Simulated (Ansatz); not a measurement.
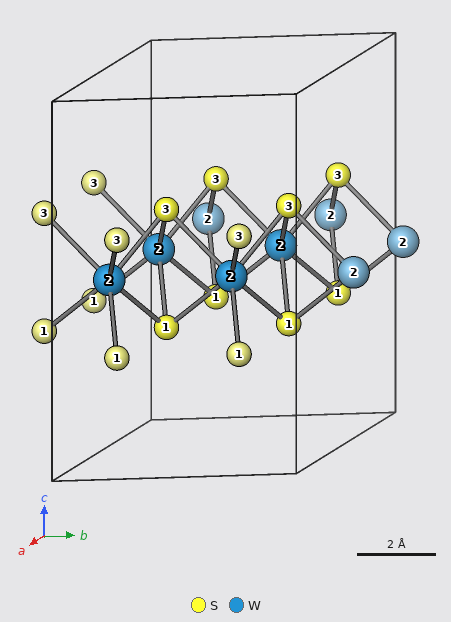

**Figure 1.** The starting structure (ball-and-stick view of the 2 × 2 repeat of the cell, with the vacuum cut short, seen slightly off an axis; neighbours outside the cell are drawn fainter; atoms are numbered from 1 in the order of the input). Near neighbours in the crystal (not all of them lie inside the picture): S has 3 W at 2.41 to 2.42 Å; W has 6 S at 2.41 to 2.42 Å.

**WS2: geometry relaxation**

WS2 (slab, 3 atoms in the cell), computed with DFT PBE+D3(BJ), scalar-relativistic, plane waves, PAW, no spin polarisation (Ansatz 0.2.0).

The structure derives from an entry of the Crystallography Open Database. Figures and captions count atoms from 1; the log counts them from 0 in places.

## Input
```yaml
crystal:
  lattice:
    - [3.1846574186, 0.0, 0.0]
    - [-1.5923287093, 2.7361053838, 0.0]
    - [0.0, 0.0, 32.2996392941]
  atoms:
    - { symbol: S, position: [0.3333333333, 0.6666666667, 0.451203879] }
    - { symbol: W, position: [0.6666666667, 0.3333333333, 0.5] }
    - { symbol: S, position: [0.3333333333, 0.6666666667, 0.548796121] }
  periodic: [true, true, false]
basis:
  ecutwfc: 420
kpoints:
  mp_grid: { grid: [12, 12, 1] }
hamiltonian:
  xc: pbe
  dispersion: d3bj
scf:
  occupations: { method: gaussian, width: 0.02 }
output:
  forces: true
  stress: true
  eigenvalues: true
  write_density: true
  write_potential: true
  elf: true
  volumetric_format: npy
relax:
  adjacent_minimum: "off"
  f_tol: 0.003
  max_steps: 40
```

Launched with:
```bash
ansatz run input.yaml --threads 1 --pin off --max-ram 2560MiB --backend cpu --events-out ev --progress --plain --runs-dir out
```

## Log
```
Warning: output.stress: scf.convergence.dr2_threshold = 9e-9 eV (the default of a walk held to its f_tol) is looser than the 3e-10 eV advised for a printed stress (1e-10 eV for each atom of the cell: 3). What an SCF threshold leaves in a stress goes as its square root, and in the free energy as the threshold itself, and one threshold admits the most on a small cell: of the crystals measured, under no hybrid functional and no lock of the moments, on runs that ended without the residual-converged pass, on stresses that held no estimate of that error, the worst erred by over 100 MPa in a component at 1e-7 eV an atom and by under 5 at 1e-10. Every solve of this run answers to scf.convergence.dr2_threshold, and the tensor of one is reported: a single SCF on the reported geometry and on this run's grids (its basis.xc_grid and basis.ecutrho_ratio typed), with scf.convergence.dr2_threshold at 3e-10 eV or tighter, prints it and tightens no other solve. Else set scf.convergence.dr2_threshold to 3e-10 eV or tighter. The threshold is an SCF's pass mark: one that does not reach it within its budget of iterations ends unconverged, or closes short of it on a stop that the run arms, and scf.convergence.dr2_threshold's page says what that costs each kind of run
Engine: ansatz 0.2.0, x86_64-unknown-linux-gnu
Pseudopotentials: kind: paw
Pseudopotential: S, paw, valence charge 6, recommended cutoff 420 eV (normal), S.paw.azcp
Pseudopotential: W, paw, valence charge 14, recommended cutoff 420 eV (normal), W.paw.azcp
Functional definition: PBE
  parameter kappa = 0.804
  parameter beta = 0.06672455060314922
  exchange = pbe_x(kappa = kappa, mu = beta*pi^2/3)
  correlation = pbe_c(beta = beta)
Crystal: 3 atoms, lattice volume = 281.445 Å³
Basis set: ecut = 420 eV, 5495 PW (Γ), exchange–correlation on 48×48×432 points (8 copies of the dense FFT grid, shifted against one another)
Bands: 17, of which v1, the nominal top of the filled ones, is band 13 counted from 1 (12 counted from 0)
Symmetry: 4 space group operations
Space group: Amm2 (ITA 38), of the structure as read, at distance tolerance 6.6e-5 Å
k-points: 43 of 144 (time reversal used)
Non-local potential: S, projectors of the file, l = 0: 2, l = 1: 2, l = 2: 2
Non-local potential: W, projectors of the file, l = 0: 3, l = 1: 2, l = 2: 2, l = 3: 1
PAW form: soft (Blöchl's): semilocal exchange-correlation on the pseudo side does not see the compensation charge
PAW one-centre angular grid: S, 110 points (default); XC on 64 Gauss nodes
PAW one-centre angular grid: W, 590 points (default); XC on 64 Gauss nodes
Initial density: superposition of atomic densities (neutral atoms: chi_scale 0, normalization atom), corrected by the library's trained network
Initial wavefunctions: pseudopotential atomic-orbital guess
Functional: x = pbe(κ = 0.804, μ = 0.2195149727645171), c = pbe(β = 0.06672455060314922)
SCF iter   1: F=—  HF=-12192.348646 eV  |F-HF|=—  |Δ(HF+E_count)|=         —  Δρ=2.51e-3  dr2=2.20e-2  ethr=1.77e-3  ⟨swp⟩=17.0  Hψ=7742  notcnv=0
preconditioner: auto → Resta (q_TF=auto, 1.834 Å⁻¹)  ε∞=2.2  [insulator: Δε(μ)=1.878 eV  Ē_g=8.694 eV  σ=0.020 eV  W_gap=1.00  n_scr=18 (ndim 8)  ℏωp=9.4 eV  f_vac=0.780  D(μ)=0.00/eV (n_scr^D=0)  ε∞_Penn≈2.2  vacuum switching on, ρ_ref=5.5e-3 e/Å³]
SCF iter   2: F=—  HF=-12192.354539 eV  |F-HF|=—  |Δ(HF+E_count)|=   5.89e-3  Δρ=1.73e-3  dr2=1.51e-2  ethr=8.45e-5  ⟨swp⟩=4.7  Hψ=2423  notcnv=0
SCF iter   3: F=—  HF=-12192.353354 eV  |F-HF|=—  |Δ(HF+E_count)|=   1.18e-3  Δρ=9.62e-4  dr2=1.12e-3  ethr=5.81e-5  ⟨swp⟩=3.3  Hψ=1405  notcnv=0
SCF iter   4: F=—  HF=-12192.355440 eV  |F-HF|=—  |Δ(HF+E_count)|=   2.09e-3  Δρ=1.55e-4  dr2=4.59e-5  ethr=4.30e-6  ⟨swp⟩=3.8  Hψ=1959  notcnv=0
SCF iter   5: F=—  HF=-12192.355436 eV  |F-HF|=—  |Δ(HF+E_count)|=   3.45e-6  Δρ=3.89e-5  dr2=3.56e-6  ethr=1.77e-7  ⟨swp⟩=3.4  Hψ=1639  notcnv=0
SCF iter   6: F=—  HF=-12192.355438 eV  |F-HF|=—  |Δ(HF+E_count)|=   1.15e-6  Δρ=9.25e-6  dr2=2.87e-7  ethr=1.37e-8  ⟨swp⟩=3.0  Hψ=1556  notcnv=0
SCF iter   7: F=-12192.355438 eV  HF=-12192.355438 eV  |F-HF|=9.40e-9  |Δ(HF+E_count)|=   1.97e-7  Δρ=1.57e-6  dr2=1.08e-8  ethr=8.65e-10  ⟨swp⟩=20.9  Hψ=9179  notcnv=0
SCF 1 converged in 7 iterations: F = -12192.355438 eV  dr2 = 1.08e-8
  greatest PAW one-centre occupation: 1.000 electrons in one spin orbital (limit 2), on the W atom at site 1 (counted from 0), in its partial waves of l = 0
relax step   1: F+E_penalty+E_count = -12192.35543780 eV  Δ(F+E_penalty+E_count) = +0.000e0 eV  max|allowed force component| = 8.921e-2 eV/Å  Δτ_max = 0.0000 Å  (7 SCF iters, dr2 threshold 2.25e-7 eV, accepted)
Initial density: handed on by an earlier stage of this run
Initial wavefunctions: those handed on with the density
iter 1 solved again at ethr=1.25e-6 eV; its pass at ethr=3.10e-3 eV (dr2=3.24e-4 eV) is discarded
SCF iter   1: F=—  HF=-12192.355882 eV  |F-HF|=—  |Δ(HF+E_count)|=         —  Δρ=2.87e-4  dr2=3.26e-4  ethr=1.25e-6  ⟨swp⟩=3.1  Hψ=3344  notcnv=0
preconditioner: auto → Resta (q_TF=auto, 1.834 Å⁻¹)  ε∞=2.2  [insulator: Δε(μ)=1.853 eV  Ē_g=8.748 eV  σ=0.020 eV  W_gap=1.00  n_scr=18 (ndim 8)  ℏωp=9.4 eV  f_vac=0.781  D(μ)=0.00/eV (n_scr^D=0)  ε∞_Penn≈2.2  vacuum switching on, ρ_ref=5.5e-3 e/Å³]
SCF iter   2: F=—  HF=-12192.355814 eV  |F-HF|=—  |Δ(HF+E_count)|=   6.79e-5  Δρ=1.63e-4  dr2=1.88e-4  ethr=1.25e-6  ⟨swp⟩=2.5  Hψ=1184  notcnv=0
SCF iter   3: F=—  HF=-12192.355786 eV  |F-HF|=—  |Δ(HF+E_count)|=   2.89e-5  Δρ=9.14e-5  dr2=2.13e-5  ethr=7.24e-7  ⟨swp⟩=2.8  Hψ=1130  notcnv=0
SCF iter   4: F=—  HF=-12192.355782 eV  |F-HF|=—  |Δ(HF+E_count)|=   3.52e-6  Δρ=2.34e-5  dr2=1.41e-6  ethr=8.18e-8  ⟨swp⟩=3.2  Hψ=1407  notcnv=0
SCF iter   5: F=-12192.355782 eV  HF=-12192.355782 eV  |F-HF|=7.85e-9  |Δ(HF+E_count)|=   6.15e-8  Δρ=4.73e-6  dr2=4.59e-8  ethr=1.91e-9  ⟨swp⟩=21.0  Hψ=9361  notcnv=0
SCF 2 converged in 5 iterations: F = -12192.355782 eV  dr2 = 4.59e-8
relax step   2: F+E_penalty+E_count = -12192.35578194 eV  Δ(F+E_penalty+E_count) = -3.441e-4 eV  max|allowed force component| = 5.081e-2 eV/Å  Δτ_max = 0.0072 Å  (5 SCF iters, dr2 threshold 4.97e-7 eV, accepted)
SCF iter   1: F=—  HF=-12192.355965 eV  |F-HF|=—  |Δ(HF+E_count)|=         —  Δρ=9.96e-5  dr2=4.16e-5  ethr=1.52e-6  ⟨swp⟩=2.9  Hψ=2185  notcnv=0
preconditioner: auto → Resta (q_TF=auto, 1.834 Å⁻¹)  ε∞=2.2  [insulator: Δε(μ)=1.865 eV  Ē_g=8.741 eV  σ=0.020 eV  W_gap=1.00  n_scr=18 (ndim 8)  ℏωp=9.4 eV  f_vac=0.781  D(μ)=0.00/eV (n_scr^D=0)  ε∞_Penn≈2.2  vacuum switching on, ρ_ref=5.5e-3 e/Å³]
SCF iter   2: F=—  HF=-12192.355918 eV  |F-HF|=—  |Δ(HF+E_count)|=   4.68e-5  Δρ=5.84e-5  dr2=2.55e-5  ethr=1.60e-7  ⟨swp⟩=3.5  Hψ=1932  notcnv=0
SCF iter   3: F=—  HF=-12192.355914 eV  |F-HF|=—  |Δ(HF+E_count)|=   4.01e-6  Δρ=3.08e-5  dr2=2.30e-6  ethr=9.82e-8  ⟨swp⟩=2.6  Hψ=1051  notcnv=0
SCF iter   4: F=-12192.355914 eV  HF=-12192.355914 eV  |F-HF|=7.12e-8  |Δ(HF+E_count)|=   4.16e-7  Δρ=7.43e-6  dr2=1.45e-7  ethr=6.21e-10  ⟨swp⟩=18.0  Hψ=9773  notcnv=0
SCF 3 converged in 4 iterations: F = -12192.355914 eV  dr2 = 1.45e-7
relax step   3: F+E_penalty+E_count = -12192.35591358 eV  Δ(F+E_penalty+E_count) = -1.316e-4 eV  max|allowed force component| = 2.424e-3 eV/Å  Δτ_max = 0.0025 Å  (4 SCF iters, dr2 threshold 1.61e-7 eV, accepted)
iter 1 solved again at ethr=5.89e-10 eV; its pass at ethr=3.10e-3 eV (dr2=1.53e-7 eV) is discarded
SCF iter   1: F=—  HF=-12192.355947 eV  |F-HF|=—  |Δ(HF+E_count)|=         —  Δρ=7.56e-6  dr2=1.53e-7  ethr=5.89e-10  ⟨swp⟩=1.0  Hψ=2494  notcnv=0
preconditioner: auto → Resta (q_TF=auto, 1.834 Å⁻¹)  ε∞=2.2  [insulator: Δε(μ)=1.863 eV  Ē_g=8.740 eV  σ=0.020 eV  W_gap=1.00  n_scr=18 (ndim 8)  ℏωp=9.4 eV  f_vac=0.781  D(μ)=0.00/eV (n_scr^D=0)  ε∞_Penn≈2.2  vacuum switching on, ρ_ref=5.5e-3 e/Å³]
SCF iter   2: F=—  HF=-12192.355914 eV  |F-HF|=—  |Δ(HF+E_count)|=   3.32e-5  Δρ=4.12e-6  dr2=9.71e-8  ethr=5.89e-10  ⟨swp⟩=2.4  Hψ=1233  notcnv=0
SCF iter   3: F=—  HF=-12192.355914 eV  |F-HF|=—  |Δ(HF+E_count)|=   1.12e-8  Δρ=2.72e-6  dr2=1.91e-8  ethr=3.74e-10  ⟨swp⟩=3.0  Hψ=1257  notcnv=0
SCF iter   4: F=-12192.355914 eV  HF=-12192.355914 eV  |F-HF|=1.01e-9  |Δ(HF+E_count)|=  2.44e-10  Δρ=1.08e-6  dr2=3.28e-9  ethr=3.46e-11  ⟨swp⟩=15.7  Hψ=7394  notcnv=0
SCF 4 converged in 4 iterations: F = -12192.355914 eV  dr2 = 3.28e-9
relax step   4: F+E_penalty+E_count = -12192.35591364 eV  Δ(F+E_penalty+E_count) = -5.473e-8 eV  max|allowed force component| = 2.422e-3 eV/Å  Δτ_max = 0.0000 Å  (4 SCF iters, accepted)
```

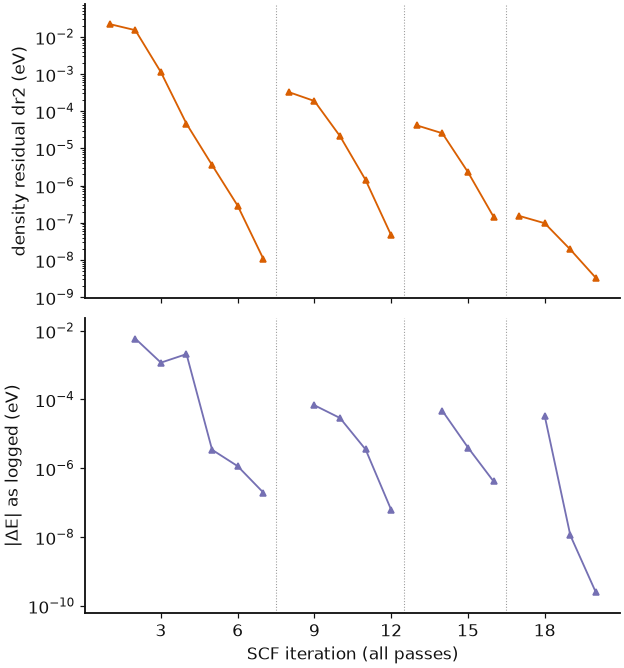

**Figure 2.** Convergence of the self-consistent field: density residual dr2 and size of the energy change against the SCF iteration. The dotted lines part the SCF passes of the relaxation: geometry steps, rejected trials and re-solves on a re-selected basis. The passes take 7, 5, 4 and 4 iterations.

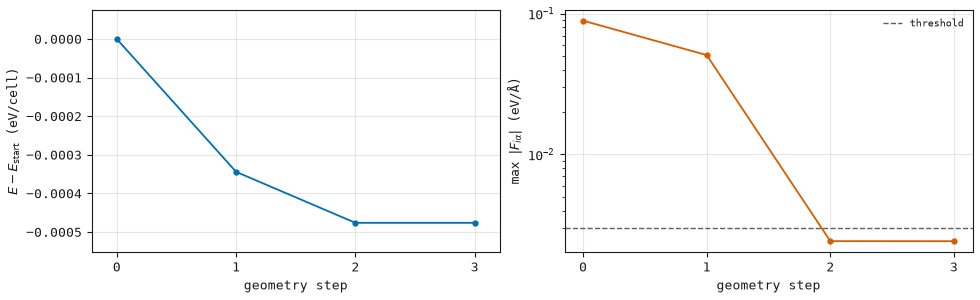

**Figure 3.** Progress of the relaxation, step by step (the first geometry is step 0 here and step 1 in the log). The largest moves, 0.005 Å, are those of S1 and S3. By element the largest moves are S 0.005 Å, W 0.002 Å. The cell stays as it was. Over 3 geometry steps the energy falls by 0.5 meV per cell of the calculation. The largest force component goes from 0.089 to 0.0024 eV/Å. (Atoms are counted from 1 in the order of the input.)

```
SCF converged after 4 iterations
Free energy (F): -12192.355914 eV
Harris-Foulkes:  -12192.355914 eV  (|F-HF|=1.01e-9)
Internal energy: -12192.355914 eV  (E = F + TS)
E sigma→0 (E₀):  -12192.355914 eV
Fermi energy:    -4.773198 eV
--- Per-component energies (eV) ---
  E_band       = -622.339452
  E_kinetic    = 665.852011
  E_local      = -48187.844703  (includes V_loc(G=0)·N_el)
  E_nonlocal   = 57.276455
  E_hartree    = 23696.087309
  E_xc         = -461.947580
  E_vxc        = -414.728512  (∫ρ·V_xc dr)
  E_paw        = -9763.105451  (= ΣΔE_a)
  E_vpaw       = -135.068827  (= ΣTr[D̂ρ^β])
  E_aug_tail   = -0.000060  (compensation charges beyond the density's cutoff)
  E_ewald      = 21802.248856
  E_disp       = -0.922750  (pairwise vdW)
  E_smearing   = -0.000000  (= −TS)
  E_closure    = -0.000000  (closes the sum)
  Σ components = -12192.355914   (vs F -12192.355914, Δ=0.00e0)
--- Forces (eV/Å), atoms counted from 1 ---
  atom   1  S     -0.00000000    -0.00121095    -0.00063264
  atom   2  W     -0.00000000     0.00242228     0.00000000
  atom   3  S     -0.00000000    -0.00121095     0.00063264
  max |Σ_I F_I| component: 3.84e-7 eV/Å
--- 2D stress c σ (N/m, compression-positive) ---
       -1.175770       0.000000       0.000000
        0.000000      -0.241584       0.000000
        0.000000       0.000000       0.000000
  P = ½ c Tr σ = -0.7087 N/m
--- Band table (eV; the first three rows and the last of 43) ---
  k-point 0: bands = ["-79.6460", "-43.9315", "-43.7745", "-43.7609", "-20.4950", "-18.8569", "-12.0780", "-8.5898", "-8.4959", "-7.8474", "-7.3308", "-7.2741", "-5.7839", "-2.8162", "-2.7690", "-2.6873", "-2.6062"]
  k-point 1: bands = ["-79.6447", "-43.9272", "-43.7850", "-43.7802", "-20.3783", "-18.8132", "-11.9382", "-8.8028", "-8.4752", "-8.2278", "-7.5165", "-7.0955", "-5.8348", "-2.8955", "-2.8795", "-2.7917", "-2.5979"]
  k-point 2: bands = ["-79.6414", "-43.9153", "-43.8501", "-43.7957", "-20.0459", "-18.6892", "-11.5623", "-9.5079", "-8.8688", "-8.1601", "-7.9484", "-7.0991", "-6.0801", "-3.3195", "-3.0147", "-2.8802", "-2.1000"]
  k-point 42: bands = ["-79.6286", "-44.0474", "-43.9113", "-43.8681", "-18.3898", "-18.0845", "-11.4048", "-10.9668", "-9.8439", "-9.2451", "-9.0435", "-7.6412", "-6.2778", "-3.2674", "-2.4276", "-2.2695", "-0.5654"]
--- Relaxed structure (4 steps of the walk, 4 accepted, 0 SCFs on fresh bases) ---
  F+E_penalty+E_count = -12192.35591364 eV   max|allowed force component| = 2.422e-3 eV/Å
  cell:  # Å, volume = 281.4448 Å³
    - [3.1846574186, 0.0, 0.0]
    - [-1.5923287093, 2.7361053838, 0.0]
    - [0.0, 0.0, 32.2996392941]
  atoms:
    - { symbol: S, position: [0.33318237654299526, 0.666364753085991, 0.45134546781677864] }
    - { symbol: W, position: [0.6669685802640088, 0.33393716052801786, 0.49999999999999994] }
    - { symbol: S, position: [0.33318237654299526, 0.666364753085991, 0.5486545321832212] }
```

## Trajectory as extended XYZ (Å, eV, eV/Å), 4 frames, from step=1 to step=4
```
3
Lattice="3.1847 0.0000 0.0000 -1.5923 2.7361 0.0000 0.0000 0.0000 32.2996" Properties=species:S:1:pos:R:3:forces:R:3 step=1 energy=-12192.35544
S     0.0000    1.8241   14.5737    0.0000  -0.0269   0.0892
W     1.5923    0.9120   16.1498    0.0000   0.0537   0.0000
S     0.0000    1.8241   17.7259    0.0000  -0.0269  -0.0892
3
Lattice="3.1847 0.0000 0.0000 -1.5923 2.7361 0.0000 0.0000 0.0000 32.2996" Properties=species:S:1:pos:R:3:forces:R:3 step=2 energy=-12192.35578
S     0.0000    1.8230   14.5808    0.0000   0.0048  -0.0508
W     1.5923    0.9141   16.1498    0.0000  -0.0097   0.0000
S     0.0000    1.8230   17.7188    0.0000   0.0048   0.0508
3
Lattice="3.1847 0.0000 0.0000 -1.5923 2.7361 0.0000 0.0000 0.0000 32.2996" Properties=species:S:1:pos:R:3:forces:R:3 step=3 energy=-12192.35591
S     0.0000    1.8232   14.5783    0.0000  -0.0012  -0.0008
W     1.5923    0.9137   16.1498    0.0000   0.0024   0.0000
S     0.0000    1.8232   17.7213    0.0000  -0.0012   0.0008
3
Lattice="3.1847 0.0000 0.0000 -1.5923 2.7361 0.0000 0.0000 0.0000 32.2996" Properties=species:S:1:pos:R:3:forces:R:3 step=4 energy=-12192.35591
S     0.0000    1.8232   14.5783    0.0000  -0.0012  -0.0006
W     1.5923    0.9137   16.1498    0.0000   0.0024   0.0000
S     0.0000    1.8232   17.7213    0.0000  -0.0012   0.0006
```

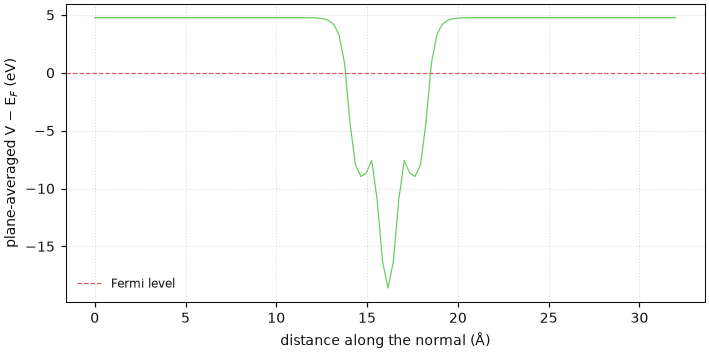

**Figure 4.** Plane average of the electrostatic potential energy of an electron across the cell, from the Fermi level. The vacuum level lies 4.77 eV above the Fermi level.

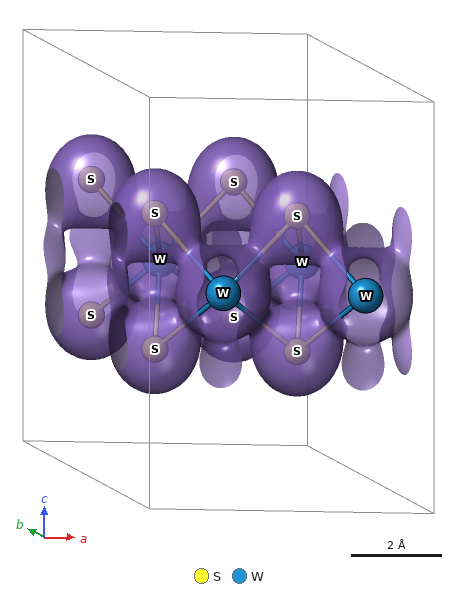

**Figure 5.** Isosurface of the valence electron density at 0.5 e/Å³ (purple), seen at an oblique angle. Sticks mark near contacts. At this value the density is joined into sheets; it holds about 70 % of the electrons treated as valence (semicore included). On the grid the lowest density along these lines, outside the cores, is 0.63 e/Å³ (W–S, 2.41 Å). In a PAW calculation such maps are meaningful between the atoms, not at the nuclei.

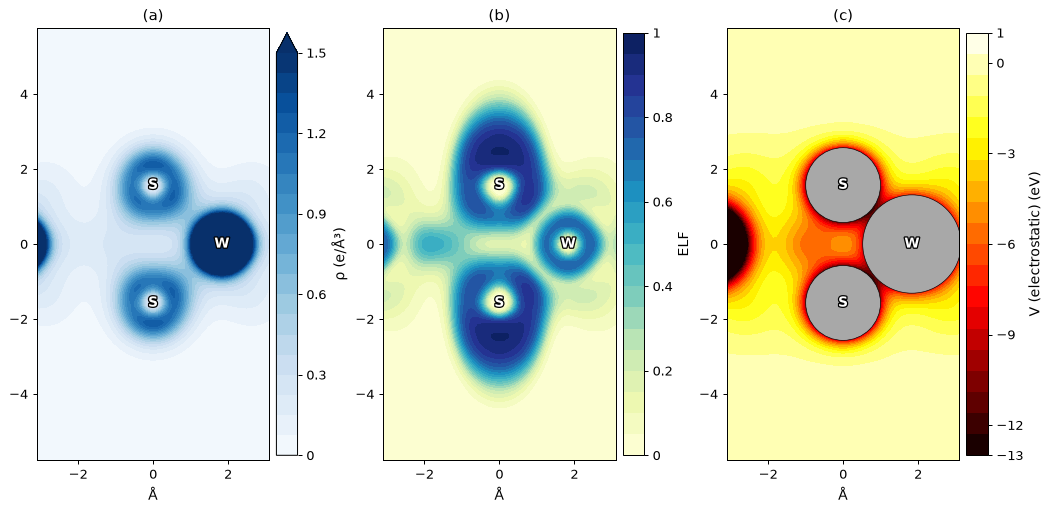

**Figure 6.** (a) valence pseudo-density; (b) electron localisation function; (c) electrostatic potential energy of an electron on the (110) plane of the calculation cell, a cut from vacuum to vacuum. Grey discs, where drawn, cover atomic cores. The section cuts through S and W sites. W–S (2.41 Å): the density is about 0.62 e/Å³ at the midpoint; the ELF is about 0.50 at the midpoint. The density dies away to nearly zero in the vacuum. The strong features right at W lie inside the PAW spheres (semicore, d or f shells) and say nothing about bonding.

## Summary

- outcome: converged
- electrons treated: 26
- free energy: −12192.3559 eV
- work function, top face: 4.77 eV
- work function, bottom face: 4.77 eV
- Fermi energy: −4.773 eV
- gap on the k-point mesh: 1.86 eV
- final volume: 281.44 Å³
- work function (upper face): 4.77 eV
- largest force (length of the vector) at the end: 0.002 eV/Å
- hardware: 1 thread of Intel Xeon @ 2.90GHz (Ice Lake), 192 GiB of memory available, shared host
- wall time: 80 s
- peak memory: 0.61 GiB

## Notes

Warnings of the run: the SCF threshold is looser than advised for the printed stress. Spin–orbit coupling is left out, which matters for W.
